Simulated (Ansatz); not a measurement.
## Energy of MgO along a strain of the cell

System: MgO (I4/mmm, 2 atoms in the cell).
Method: DFT PBE, scalar-relativistic, plane waves, PAW, no spin polarisation (Ansatz 0.2.0).

The 7 runs differ only in the geometry, by a strain of the cell at fixed fractional positions. Against run 4, the strain is εxx = η. The structure derives from an entry of the Crystallography Open Database.

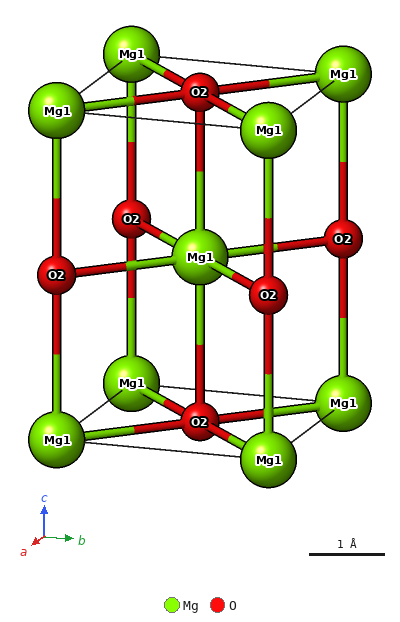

Figure 1. The structure of run 4 (ball-and-stick view of the cell 2 times as large as that of the calculation, set on its symmetry axes, seen slightly off an axis; atoms are numbered from 1 in the order of the input). An atom can appear more than once, as a periodic image.

## Input of run 4
```yaml
crystal:
  lattice:
    - [0.0, 2.13515, 2.13515]
    - [2.29528625, 0.0, 2.13515]
    - [2.29528625, 2.13515, 0.0]
  atoms:
    - { symbol: Mg, position: [0.0, 0.0, 0.0] }
    - { symbol: O, position: [0.5, 0.5, 0.5] }
basis:
  ecutwfc: 420
kpoints:
  mp_grid: { grid: [10, 10, 10] }
hamiltonian:
  xc: pbe
scf:
  occupations: { method: gaussian, width: 0.05 }
output:
  forces: true
  stress: true
  eigenvalues: true
```

Command:
```bash
ansatz run input.yaml --threads 1 --pin off --max-ram 2560MiB --backend cpu --events-out ev --progress --plain --runs-dir out
```

Run 3 differs from it as follows:
```diff
-    - [2.29528625, 0.0, 2.13515]
-    - [2.29528625, 2.13515, 0.0]
+    - [2.055081875, 0.0, 2.13515]
+    - [2.055081875, 2.13515, 0.0]
```

## Results, with one run withheld

```tsv
run	strain parameter η (%)	free energy per atom, from the lowest run given (meV)	pressure (GPa)	gap on the mesh (eV)
1	−17.4419	110.15	26.41	5.32
2	−13.9535	13.10	13.69	5.00
3	−10.4651	?	?	?
4	0.0000	0.00	−9.35	3.61
5	3.4884	33.60	−11.56	3.30
6	5.2279	51.89	−12.39	3.16
7	6.9767	70.76	−13.09	3.03
```

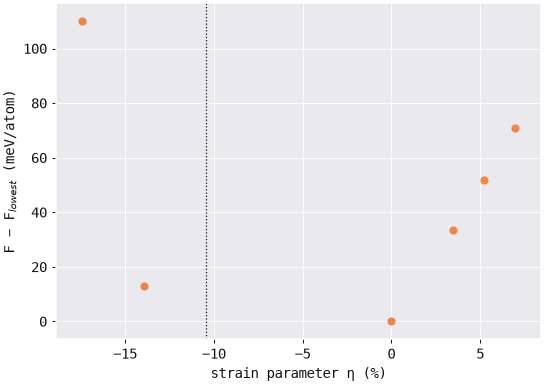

Figure 2. Free energy per atom of the runs given; the dotted line marks run 3.

Estimate the energy of run 3 from the others.

A cubic polynomial in the coordinate, fitted to the 6 runs given, misses them by at most 2.01 meV per atom. With x = η + 2.6171, it reads F = −26.403 + 8.0833 x + 0.57657 x² − 0.039668 x³ (meV per atom). At run 3 it gives −35.15 meV per atom, and the run itself gives −30.41. The fit has its minimum at η = −7.3324 %. The miss comes from the order of the polynomial or from scatter in that run; these data can't tell which. The gap on the mesh goes, without turning, from 5.32 eV in run 1 to 3.03 eV in run 7; run 3 has 4.68 eV. These are gaps of this functional on this mesh, which can miss the band edges; they aren't the measured gap.

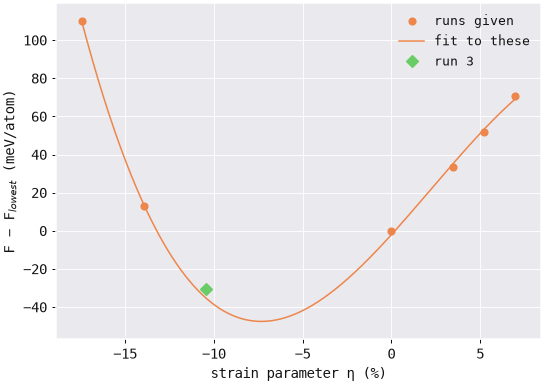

Figure 3. The fit and the withheld run.

## Output, shortened to warnings, some set-up lines, iterations and results (run 3)
```
Basis set: ecut = 420 eV, 339 PW (Γ), exchange–correlation on 48×40×40 points (8 copies of the dense FFT grid, shifted against one another)
Symmetry: 16 space group operations
k-points: 102 of 1000
Initial density: superposition of atomic densities (neutral atoms: chi_scale 0, normalization atom), corrected by the library's trained network
[...]
SCF iter   1: F=—  HF=-2494.119805 eV  |F-HF|=—  |Δ(HF+E_count)|=         —  Δρ=5.79e-4  dr2=7.71e-6  ethr=1.77e-3  ⟨swp⟩=5.6  Hψ=7043  notcnv=0
SCF iter   2: F=—  HF=-2494.120086 eV  |F-HF|=—  |Δ(HF+E_count)|=   2.81e-4  Δρ=3.88e-4  dr2=1.12e-5  ethr=4.82e-8  ⟨swp⟩=3.7  Hψ=3581  notcnv=0
SCF iter   3: F=—  HF=-2494.120108 eV  |F-HF|=—  |Δ(HF+E_count)|=   2.19e-5  Δρ=2.12e-4  dr2=2.81e-6  ethr=4.82e-8  ⟨swp⟩=2.2  Hψ=1978  notcnv=0
SCF iter   4: F=-2494.120124 eV  HF=-2494.120124 eV  |F-HF|=8.39e-8  |Δ(HF+E_count)|=   1.63e-5  Δρ=3.30e-5  dr2=8.43e-8  ethr=1.76e-8  ⟨swp⟩=2.0  Hψ=1938  notcnv=0
SCF iter   5: F=-2494.120124 eV  HF=-2494.120124 eV  |F-HF|=1.02e-8  |Δ(HF+E_count)|=   2.65e-8  Δρ=9.38e-6  dr2=7.96e-9  ethr=5.27e-10  ⟨swp⟩=2.6  Hψ=2151  notcnv=0
SCF iter   6: F=-2494.120124 eV  HF=-2494.120124 eV  |F-HF|=1.04e-9  |Δ(HF+E_count)|=   4.67e-9  Δρ=2.90e-6  dr2=7.44e-10  ethr=4.97e-11  ⟨swp⟩=1.8  Hψ=4027  notcnv=0
SCF 1 converged in 6 iterations: F = -2494.120124 eV  dr2 = 7.44e-10
SCF converged after 6 iterations
Free energy (F): -2494.120124 eV
Harris-Foulkes:  -2494.120124 eV  (|F-HF|=1.04e-9)
Internal energy: -2494.120124 eV  (E = F + TS)
E sigma→0 (E₀):  -2494.120124 eV
Fermi energy:    10.462712 eV
--- Per-component energies (eV) ---
  E_band       = -293.132895
  E_kinetic    = 255.819298
  E_local      = -1605.491343  (includes V_loc(G=0)·N_el)
  E_nonlocal   = 142.818447
  E_hartree    = 555.606637
  E_xc         = -105.279316
  E_vxc        = -134.916283  (∫ρ·V_xc dr)
  E_paw        = -450.083179  (= ΣΔE_a)
  E_vpaw       = -62.577856  (= ΣTr[D̂ρ^β])
  E_aug_tail   = 0.002513  (compensation charges beyond the density's cutoff)
  E_ewald      = -1287.513182
  E_smearing   = -0.000000  (= −TS)
  E_closure    = 0.000000  (closes the sum)
  Σ components = -2494.120124   (vs F -2494.120124, Δ=0.00e0)
--- Forces (eV/Å), atoms counted from 1 ---
  atom   1  Mg     0.00000000     0.00000000     0.00000000
  atom   2  O      0.00000000    -0.00000000    -0.00000000
  max |Σ_I F_I| component: 3.16e-30 eV/Å
--- Stress (GPa, compression-positive) ---
       10.357679       0.000000       0.000000
        0.000000       1.840347       0.000000
        0.000000       0.000000       1.840347
  P = ⅓ Tr σ = 4.6795 GPa (46.795 kbar)
```
